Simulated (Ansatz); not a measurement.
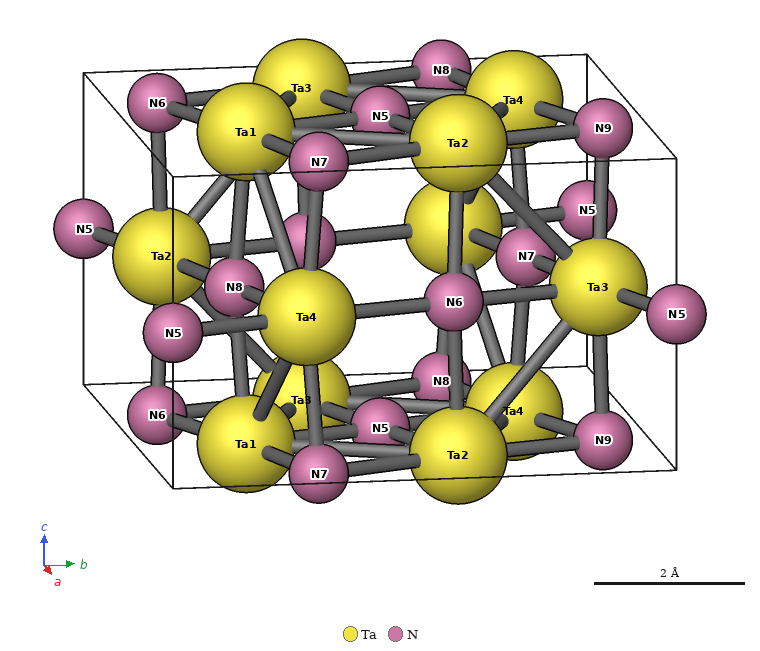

Fig. 1: The structure (ball-and-stick view of the cell 2 times as large as that of the calculation, set on its symmetry axes, seen slightly off an axis; atoms are numbered from 1 in the order of the input). An atom can appear more than once, as a periodic image.

# Single-point calculation, with input and output: Ta4N5

- system: Ta4N5 (I4/m, 9 atoms in the cell)
- method: DFT PBEsol, scalar-relativistic, plane waves, PAW, no spin polarisation (Ansatz 0.2.0)

The structure derives from a Materials Project entry. Figures and captions count atoms from 1; the log counts them from 0 in places.

**Input**
```yaml
crystal:
  lattice:
    - [-3.4127997728, 3.4127997728, 2.1268887573]
    - [3.4127997728, -3.4127997728, 2.1268887573]
    - [3.4127997728, 3.4127997728, -2.1268887573]
  atoms:
    - { symbol: Ta, position: [0.7843847851, 0.6048724998, 0.3892572849] }
    - { symbol: Ta, position: [0.3951275002, 0.7843847851, 0.1795122853] }
    - { symbol: Ta, position: [0.6048724998, 0.2156152149, 0.8204877147] }
    - { symbol: Ta, position: [0.2156152149, 0.3951275002, 0.6107427151] }
    - { symbol: "N", position: [0.5, 0.5, 0.0] }
    - { symbol: "N", position: [0.9081725663, 0.3059167657, 0.214089332] }
    - { symbol: "N", position: [0.6940832343, 0.9081725663, 0.6022558006] }
    - { symbol: "N", position: [0.3059167657, 0.0918274337, 0.3977441994] }
    - { symbol: "N", position: [0.0918274337, 0.6940832343, 0.785910668] }
basis:
  ecutwfc: 420
kpoints:
  mp_grid: { grid: [12, 12, 12] }
hamiltonian:
  xc: pbesol
scf:
  occupations: { method: gaussian, width: 0.15 }
output:
  forces: true
  stress: true
  eigenvalues: true
  write_density: true
  write_potential: true
  elf: true
  volumetric_format: npy
```

Machine: 2 threads of AMD EPYC (Zen 3), 189 GiB of memory available, shared host.

Run as:
```bash
ansatz run input.yaml --threads 2 --pin off --max-ram 5120MiB --backend cpu --events-out ev --progress --plain --runs-dir out
```

**Log**
```
Engine: ansatz 0.2.0, x86_64-unknown-linux-gnu
Pseudopotentials: kind: paw
Pseudopotential: Ta, paw, valence charge 13, recommended cutoff 420 eV (normal), Ta.paw.azcp
Pseudopotential: N, paw, valence charge 5, recommended cutoff 420 eV (normal), N.paw.azcp
Functional definition: PBEsol
  exchange = pbesol_x
  correlation = pbesol_c
Crystal: 9 atoms, lattice volume = 99.089 Å³
Basis set: ecut = 420 eV, 1955 PW (Γ), exchange–correlation on 72×72×72 points (8 copies of the dense FFT grid, shifted against one another)
Bands: 48, of which v1, the nominal top of the filled ones, is band 39 counted from 1 (38 counted from 0)
Symmetry: 8 space group operations
Space group: I4/m (ITA 87), of the structure as read, at distance tolerance 4.6e-5 Å
k-points: 242 of 1728
Non-local potential: Ta, projectors of the file, l = 0: 3, l = 1: 2, l = 2: 2, l = 3: 1
Non-local potential: N, projectors of the file, l = 0: 2, l = 1: 2, l = 2: 1
PAW form: soft (Blöchl's): semilocal exchange-correlation on the pseudo side does not see the compensation charge
PAW frozen core: Ta, regenerated for the run's functional, and the local potential with it (the file was generated under x = pbe(κ = 0.804, μ = 0.2195149727645171), c = pbe(β = 0.06672455060314922))
PAW frozen core: N, regenerated for the run's functional, and the local potential with it (the file was generated under x = pbe(κ = 0.804, μ = 0.2195149727645171), c = pbe(β = 0.06672455060314922))
PAW one-centre angular grid: Ta, 590 points (default); XC on 64 Gauss nodes
PAW one-centre angular grid: N, 110 points (default); XC on 64 Gauss nodes
Initial density: superposition of atomic densities (neutral atoms: chi_scale 0, normalization atom), corrected by the library's trained network
Initial wavefunctions: pseudopotential atomic-orbital guess
Functional: x = pbesol(κ = 0.804, μ = 0.12345679012345678), c = pbesol(β = 0.046)
SCF iter   1: F=—  HF=-41129.772347 eV  |F-HF|=—  |Δ(HF+E_count)|=         —  Δρ=1.58e-2  dr2=2.44e-1  ethr=1.77e-3  ⟨swp⟩=6.4  Hψ=46805  notcnv=0
preconditioner: auto → LDOS  [metal: Δε(μ)=0.007 eV  Ē_g=9.674 eV  σ=0.150 eV  W_gap=0.03  n_scr=36 (ndim 8)  ℏωp=25.0 eV  f_vac=0.017  D(μ)=1.34/eV (n_scr^D=4)  β→1.0]
SCF iter   2: F=—  HF=-41129.873662 eV  |F-HF|=—  |Δ(HF+E_count)|=   1.01e-1  Δρ=2.42e-2  dr2=6.79e-1  ethr=3.18e-4  ⟨swp⟩=2.7  Hψ=21067  notcnv=0  defer=634  recentre
SCF iter   3: F=—  HF=-41129.720791 eV  |F-HF|=—  |Δ(HF+E_count)|=   1.53e-1  Δρ=3.87e-3  dr2=1.59e-2  ethr=3.18e-4  ⟨swp⟩=2.2  Hψ=18161  notcnv=0  defer=634
SCF iter   4: F=—  HF=-41129.718095 eV  |F-HF|=—  |Δ(HF+E_count)|=   2.70e-3  Δρ=7.97e-4  dr2=3.41e-4  ethr=2.07e-5  ⟨swp⟩=2.0  Hψ=17937  notcnv=0  defer=59
SCF iter   5: F=—  HF=-41129.718162 eV  |F-HF|=—  |Δ(HF+E_count)|=   6.75e-5  Δρ=1.23e-4  dr2=9.19e-6  ethr=4.43e-7  ⟨swp⟩=2.0  Hψ=16398  notcnv=0  defer=57
SCF iter   6: F=—  HF=-41129.718164 eV  |F-HF|=—  |Δ(HF+E_count)|=   1.85e-6  Δρ=2.73e-5  dr2=8.39e-7  ethr=1.19e-8  ⟨swp⟩=2.9  Hψ=24646  notcnv=0  defer=50
SCF iter   7: F=-41129.718164 eV  HF=-41129.718164 eV  |F-HF|=2.77e-8  |Δ(HF+E_count)|=   1.79e-7  Δρ=7.65e-6  dr2=5.02e-8  ethr=1.30e-10  ⟨swp⟩=16.8  Hψ=94304  notcnv=0
SCF 1 converged in 7 iterations: F = -41129.718164 eV  dr2 = 5.02e-8
  greatest PAW one-centre occupation: 1.000 electrons in one spin orbital (limit 2), on the Ta atom at site 2 (counted from 0), in its partial waves of l = 0
```

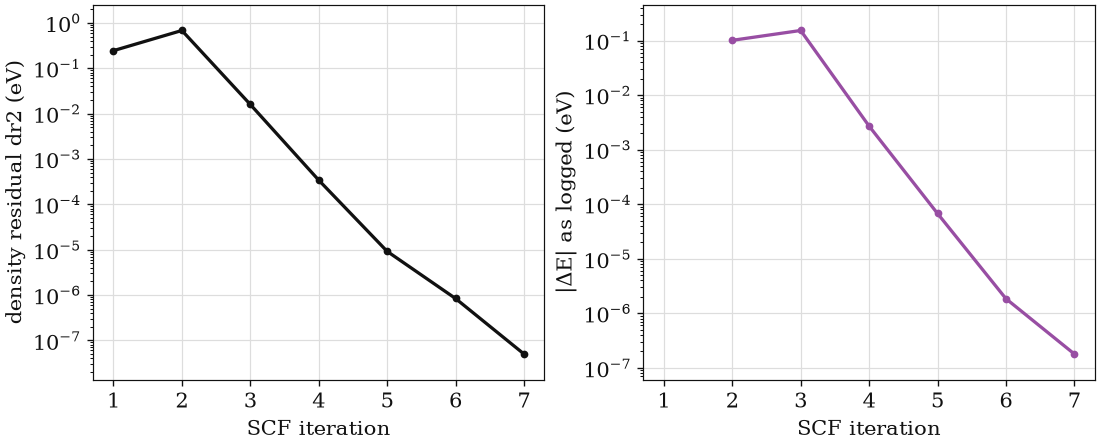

Fig. 2: Convergence of the self-consistent field: density residual dr2 and size of the energy change against the SCF iteration. The residual comes down, with one marked jump up, by a factor of about 3, at step 2.

```
SCF converged after 7 iterations
Free energy (F): -41129.718164 eV
Harris-Foulkes:  -41129.718164 eV  (|F-HF|=2.77e-8)
Internal energy: -41129.702871 eV  (E = F + TS)
E sigma→0 (E₀):  -41129.710518 eV
Entropy (-TS):   -0.015293 eV (-1.699 meV/atom)
Fermi energy:    18.276739 eV
--- Per-component energies (eV) ---
  E_band       = -338.990268
  E_kinetic    = 2126.087315
  E_local      = -3200.443784  (includes V_loc(G=0)·N_el)
  E_nonlocal   = 297.330698
  E_hartree    = 1099.296716
  E_xc         = -1170.253175
  E_vxc        = -1201.454643  (∫ρ·V_xc dr)
  E_paw        = -33704.173728  (= ΣΔE_a)
  E_vpaw       = -559.109348  (= ΣTr[D̂ρ^β])
  E_aug_tail   = 0.001131  (compensation charges beyond the density's cutoff)
  E_ewald      = -6578.543124
  E_core_change = 0.995080  (= ΣΔE_core)
  E_smearing   = -0.015293  (= −TS)
  E_closure    = 0.000000  (closes the sum)
  Σ components = -41129.718164   (vs F -41129.718164, Δ=0.00e0)
--- Forces (eV/Å), atoms counted from 1 ---
  atom   1  Ta    -0.01211969     0.01440309    -0.00000000
  atom   2  Ta     0.01440309     0.01211969    -0.00000000
  atom   3  Ta    -0.01440309    -0.01211969     0.00000000
  atom   4  Ta     0.01211969    -0.01440309    -0.00000000
  atom   5  N     -0.00000000     0.00000000    -0.00000000
  atom   6  N      0.01945932     0.01375665     0.00000000
  atom   7  N      0.01375665    -0.01945932     0.00000000
  atom   8  N     -0.01375665     0.01945932     0.00000000
  atom   9  N     -0.01945932    -0.01375665     0.00000000
  max |Σ_I F_I| component: 3.47e-18 eV/Å
--- Stress (GPa, compression-positive) ---
       -0.220511       0.000000       0.000000
       -0.000000      -0.220511       0.000000
        0.000000      -0.000000       0.406443
  P = ⅓ Tr σ = -0.0115 GPa (-0.115 kbar)
--- Band table (eV; the first three rows and the last of 242) ---
  k-point 0: bands = ["-50.7909", "-50.7162", "-50.7108", "-50.7108", "-17.7130", "-17.7083", "-17.5587", "-17.5587", "-17.5506", "-17.5506", "-17.3711", "-17.2288", "-17.1799", "-17.1359", "-17.0133", "-17.0133", "0.4627", "2.3104", "2.3104", "2.7605", "3.0951", "11.0045", "11.0045", "11.4701", "11.6789", "11.9243", "12.5173", "12.5173", "12.6820", "12.6871", "13.2922", "13.2922", "13.9308", "15.6542", "15.7543", "15.7543", "16.9641", "16.9641", "17.2959", "18.8612", "19.1676", "19.3849", "19.3849", "19.8820", "19.8820", "20.0620", "20.7201", "21.8888"]
  k-point 1: bands = ["-50.7898", "-50.7195", "-50.7107", "-50.7086", "-17.7195", "-17.7001", "-17.5685", "-17.5579", "-17.5510", "-17.5457", "-17.3616", "-17.2221", "-17.1809", "-17.1376", "-17.0246", "-17.0133", "0.5052", "2.2694", "2.3098", "2.7394", "3.1083", "10.9147", "10.9375", "11.6072", "11.6957", "11.9012", "12.4766", "12.6362", "12.6906", "12.8250", "13.2842", "13.3257", "13.8567", "15.5133", "15.5726", "15.6963", "16.9179", "16.9510", "17.4246", "18.6333", "19.1258", "19.4057", "19.7444", "19.7986", "19.8758", "20.2358", "20.8453", "21.9700"]
  k-point 2: bands = ["-50.7867", "-50.7256", "-50.7105", "-50.7059", "-17.7353", "-17.6723", "-17.5942", "-17.5749", "-17.5521", "-17.5151", "-17.3377", "-17.2060", "-17.1834", "-17.1429", "-17.0572", "-17.0132", "0.6286", "2.1699", "2.3070", "2.6771", "3.1274", "10.7749", "10.8317", "11.7437", "11.8037", "11.9269", "12.4701", "12.7138", "12.8460", "13.0926", "13.2609", "13.4255", "13.7004", "14.9706", "15.3761", "15.5570", "16.7193", "16.8878", "17.6647", "18.4827", "19.1493", "19.4868", "19.5479", "19.8814", "20.3634", "20.4859", "21.1677", "22.1389"]
  k-point 241: bands = ["-50.7487", "-50.7487", "-50.7198", "-50.7119", "-17.7497", "-17.7219", "-17.5971", "-17.4950", "-17.4950", "-17.3755", "-17.2857", "-17.2857", "-17.2391", "-17.2391", "-17.1142", "-16.9937", "1.8370", "1.9848", "1.9848", "2.1994", "2.8149", "10.8401", "10.8401", "11.2282", "11.2365", "12.3175", "13.4080", "13.4080", "13.4293", "13.4643", "13.4802", "13.5581", "13.5581", "14.3675", "14.8093", "14.8093", "15.0668", "16.3103", "16.5537", "17.7463", "17.7463", "20.8934", "21.1080", "21.1080", "21.6111", "21.6679", "21.6679", "21.7926"]
```

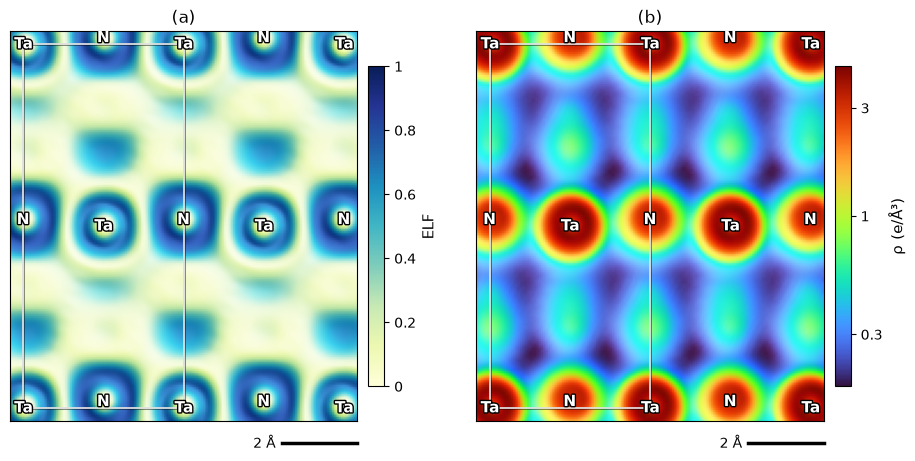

Fig. 3: (a) ELF; (b) valence electron density on the (110) plane of the conventional cell. Ta–N (2.13 Å): ρ at the midpoint is about 0.65 e/Å³; the ELF is about 0.20 at the midpoint; a polar contact without a shared pair, in a metal. Away from the nuclei the density in this plane falls to 0.18 e/Å³ at its lowest. The strong features right at Ta lie inside the PAW spheres (semicore, d or f shells) and say nothing about bonding. In a PAW calculation such maps are meaningful between the atoms, not at the nuclei.

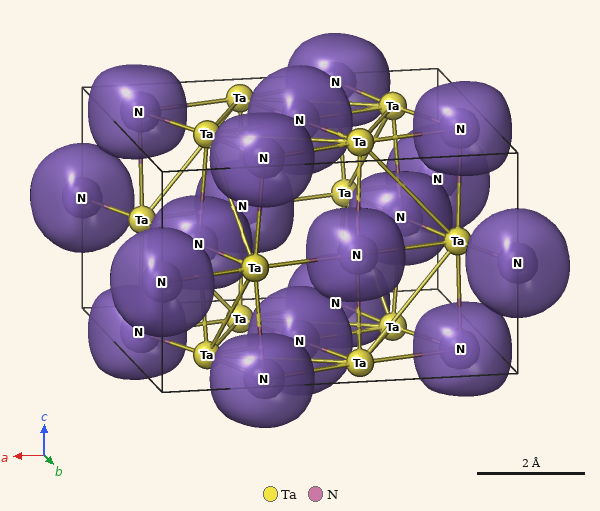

Fig. 4: Isosurface of the ELF at 0.6 (purple), seen at an oblique angle. Only the valence region is drawn (cores and ρ < 0.01 e/Å³ removed). Sticks mark near contacts. The outline is the cell set on symmetry axes. Along the contacts the grid gives the following. Ta–N (2.07 Å): the ELF peaks at about 0.80 in the valence shell of N, 0.6 Å from its nucleus, and drops to about 0.20 between the two atoms; a polar contact without a shared pair, in a metal. Ta–Ta (2.93 Å): the ELF is about 0.30 at the midpoint (no shared electron pair).

**Key numbers**

```csv
quantity,value
outcome,converged
space group (tolerance 0.01 Å),I4/m (87)
electrons treated,77
free energy,−41129.7182 eV
Fermi energy,18.277 eV
gap on the k-point mesh,none (metallic)
pressure,−0.01 GPa
largest force (length of the vector),0.024 eV/Å
wall time,1.8 min (CPU time 3.1 min)
peak memory,0.96 GiB
```

**Remarks**

Spin–orbit coupling is left out, which matters for Ta. The cell holds an odd number of electrons but the run has no spin polarisation, so a band is left half filled.
